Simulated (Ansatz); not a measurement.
## Run report: Al$_{15}$ZnO$_{24}$, geometry relaxation (part 4 of 4)

Continued. System: Al$_{15}$ZnO$_{24}$ (defect cell, 40 atoms in the cell). Method: DFT PBE, scalar-relativistic, plane waves, PAW, spin-polarised (Ansatz 0.2.0); cutoff 420 eV, 2×2×2 k-mesh, Gaussian smearing of 0.02 eV, collinear spins. The structure derives from a Materials Project entry. It belongs to a series of runs on one base structure; here: Zn_Al, charge +0, atoms relaxed at the host's cell.

Trajectory as extended XYZ, continued
```
40
Lattice="-4.8086 -2.7762 4.3749 4.8086 -2.7762 4.3749 0.0000 5.5525 4.3749" Properties=species:S:1:pos:R:3:forces:R:3 step=6 energy=-25053.85630
Zn    0.0000    0.0000    1.8431    0.0000   0.0000  -0.0013
Al   -0.0042   -2.7733    6.3129   -0.0018   0.0048  -0.0023
Al   -2.3996    1.3902    6.3129    0.0051  -0.0008  -0.0023
Al    2.4038    1.3830    6.3129   -0.0033  -0.0040  -0.0023
Al    0.0000    0.0000    4.5870    0.0000   0.0000   0.0001
Al    0.0034   -2.7518    8.9857    0.0043   0.0085  -0.0002
Al   -2.3848    1.3729    8.9857    0.0052  -0.0080  -0.0002
Al    2.3814    1.3788    8.9857   -0.0095  -0.0005  -0.0002
Al    0.0000    0.0000    8.5030    0.0000   0.0000  -0.0044
Al   -0.0123    2.7826    4.1254    0.0022  -0.0070  -0.0021
Al    2.4160   -1.3806    4.1254   -0.0072   0.0016  -0.0021
Al   -2.4036   -1.4020    4.1254    0.0050   0.0054  -0.0021
Al    0.0000    0.0000   11.1851    0.0000   0.0000  -0.0070
Al    0.0013    2.7714    6.8064    0.0017  -0.0051   0.0037
Al    2.3995   -1.3869    6.8064   -0.0052   0.0011   0.0037
Al   -2.4008   -1.3846    6.8064    0.0035   0.0040   0.0037
O     0.9337    1.3831    7.6596    0.0014  -0.0001  -0.0001
O    -3.8772    1.3963    7.6675   -0.0017   0.0002   0.0020
O    -1.4730   -2.7687    7.6404   -0.0009  -0.0010  -0.0012
O    -1.5255    0.0259    3.3478   -0.0019  -0.0006   0.0003
O    -0.7330    1.4803    5.4764   -0.0004   0.0020   0.0012
O    -0.7415   -1.2624    9.8413    0.0007  -0.0009   0.0010
O    -3.0205   -2.6548    5.4418   -0.0002   0.0016   0.0019
O     1.6764   -2.6754    5.4869    0.0029  -0.0013   0.0001
O     0.7309   -1.5002    7.6596   -0.0007  -0.0011  -0.0001
O     0.7852    1.3082    3.3478    0.0004   0.0019   0.0003
O     3.1478    2.6596    7.6675    0.0010   0.0013   0.0020
O    -1.6613    2.6600    7.6404   -0.0004   0.0013  -0.0012
O    -1.6647    0.1171    7.6596   -0.0006   0.0012  -0.0001
O     3.1342    0.1087    7.6404    0.0013  -0.0003  -0.0012
O     0.7403   -1.3341    3.3478    0.0015  -0.0013   0.0003
O     0.7294   -4.0559    7.6675    0.0006  -0.0016   0.0020
O     1.6485   -0.1053    5.4764    0.0020  -0.0006   0.0012
O    -3.1552   -0.1141    5.4869   -0.0026  -0.0018   0.0001
O    -0.7225    1.2734    9.8413   -0.0011  -0.0002   0.0010
O    -0.7889    3.9433    5.4418    0.0015  -0.0006   0.0019
O    -0.9155   -1.3750    5.4764   -0.0015  -0.0014   0.0012
O     3.8094   -1.2885    5.4418   -0.0013  -0.0010   0.0019
O     1.4788    2.7895    5.4869   -0.0003   0.0031   0.0001
O     1.4640   -0.0110    9.8413    0.0004   0.0011   0.0010
```

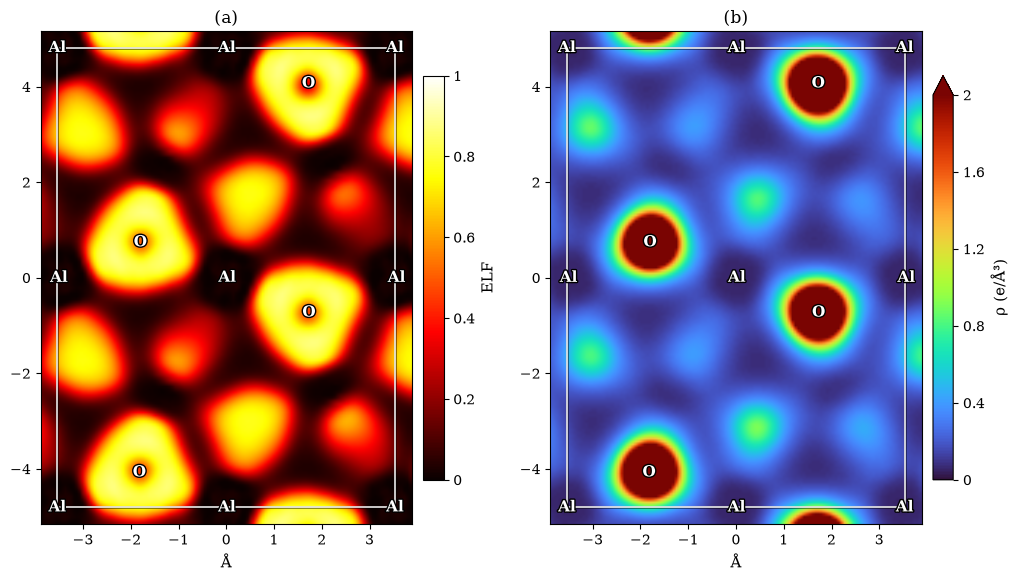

*(a) electron localisation function; (b) valence charge density (pseudo) on the (011) plane of the calculation cell.*

The section cuts through Al and O sites. Al–O (1.88 Å): ρ is about 0.62 e/Å³ halfway; the ELF is about 0.80 at the midpoint. Al–O (1.97 Å): ρ at the midpoint is about 0.52 e/Å³; the ELF is about 0.80 at the midpoint. Al–O (1.99 Å): the density is about 0.49 e/Å³ at the midpoint; the ELF is about 0.75 at the midpoint. Away from the nuclei the density in this plane falls to 0.07 e/Å³ at its lowest. The fields are those of the smooth PAW valence density.

Summary

```csv
quantity,value
outcome,converged
electrons treated,201
free energy,−25053.8563 eV
Fermi energy,7.802 eV
gap on the k-point mesh,none (metallic)
net moment of the cell,1.00 μB
integrated absolute moment,1.08 μB
final volume,350.43 Å³
largest force (length of the vector) at the end,0.010 eV/Å
hardware,"8 threads of Arm Neoverse V2, 24 GiB of memory available, shared host"
wall time,41 s (CPU time 5.2 min)
peak memory,1.2 GiB
```
